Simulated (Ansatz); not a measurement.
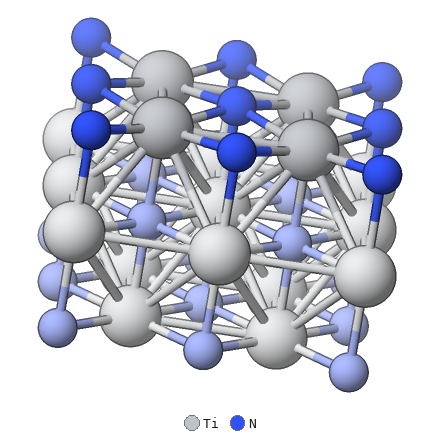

The system is H on a TiN(100) slab cut from the Fm-3m phase, its upper half relaxed before the scan (24 atoms of substrate and one adsorbate in a 2 × 2 cell); the picture shows it without the atoms that are moved over the map. H is moved over the surface cell at a fixed height above a rigid substrate; the origin of the map has the adsorbate above N21; the height is held at 2.80 Å. Places are given modulo a cell vector. The map is drawn in real space over the plane of the surface. The scan uses a 6 × 6 grid; 10 points were computed and 26 follow by symmetry. Places are given in fractions of the 1 × 1 surface cell. All energies are given in meV relative to the lowest grid point. The runs have no spin polarisation, so an open-shell adsorbate far from the surface lies too high. At a fixed height the lowest place need not be the adsorption site. These are results of DFT PBE+D3(BJ), scalar-relativistic, plane waves, PAW in Ansatz 0.2.0, not measurements. Settings: cutoff 420 eV, k-mesh 5×5×1, gaussian smearing 0.1 eV, no spin polarisation.

Range: position of H25 along the first surface vector from 0.000 to 0.833; position of H25 along the second surface vector from 0.000 to 0.833.

What will the energy surface look like?

The lowest grid point is at the top site over a surface Ti atom, (3/6, 3/6) of the cell vectors. No other kind of well shows on this grid. The highest grid point, the top site over a surface N atom, (0/6, 0/6) of the cell vectors, lies 284 meV above the lowest. On the interpolated surface the easiest way out of the lowest well to its copy in the next cell or period passes a barrier of about 155 meV. At the lowest point the adsorbate has 1 Ti at 3.01 Å as nearest neighbours, at the highest 1 N at 2.80 Å.

```csv
"second ↓, first →",0/6,1/6,2/6,3/6,4/6,5/6
5/6,251,216,148,115,148,216
4/6,187,148,73,37,73,148
3/6,155,115,37,0,37,115
2/6,187,148,73,37,73,148
1/6,251,216,148,115,148,216
0/6,284,251,187,155,187,251
```

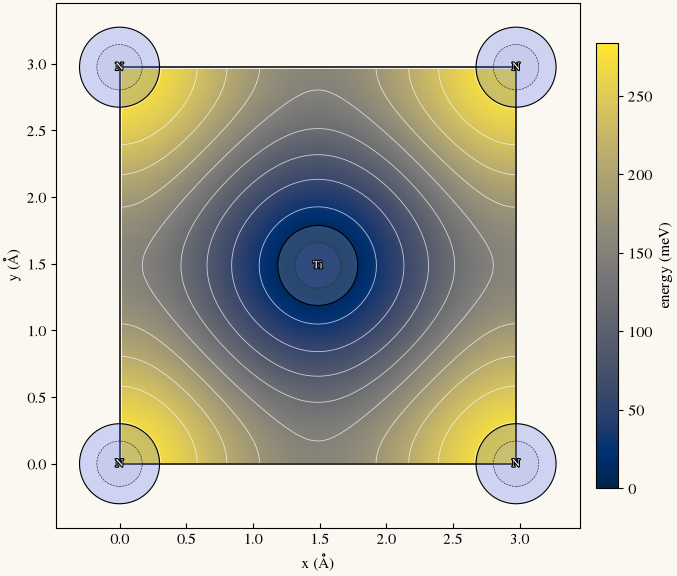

Drawn: a smooth colour map with a few white contour lines, labelled circles for the atoms of the top layer and small ones for the second layer, the outline of one cell of the plane. Between grid points the surface is interpolated.

Each point was launched as `ansatz run input.yaml --threads 4 --pin off --max-ram 12288MiB --backend cpu --events-out ev --progress --plain --runs-dir out`. The whole map (10 points run) took 13 min on 4 threads of Arm Neoverse V2, with other jobs on the host.

PAW datasets: the set soft_1.
